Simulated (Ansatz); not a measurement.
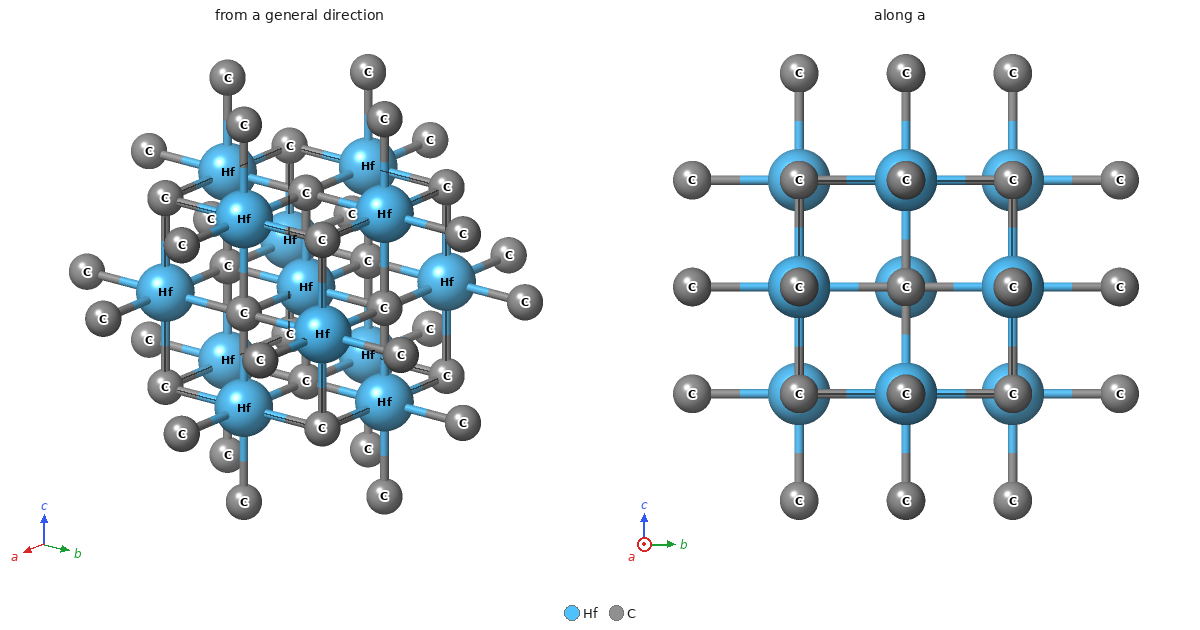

Structure drawing (ball-and-stick), viewed from a general direction and along the a axis. The edges of the conventional unit cell are marked. Some neighbours outside the box are added.

Cell dimensions are a = 4.61 Å, b = 4.61 Å, c = 4.61 Å, α = 90.00°, β = 90.00°, γ = 90.00°.

The composition is HfC.

What lattice type does the structure have?

Answer. Face-centred cubic.

Name the structure type.

Answer. Rock salt (NaCl type).

Describe the environment of the Hf atoms.

Answer. Each Hf has six C in an octahedral arrangement at about 2.3 Å. Not all metal-metal contacts are counted.

Is the bonded network molecular, chain-like, layered or three-dimensional?

Answer. The bonds build a three-dimensional framework.

The structure was taken from a structure type known for this compound. Earlier steps of the study may have refined or changed the cell and positions. It went into a calculation with Ansatz.
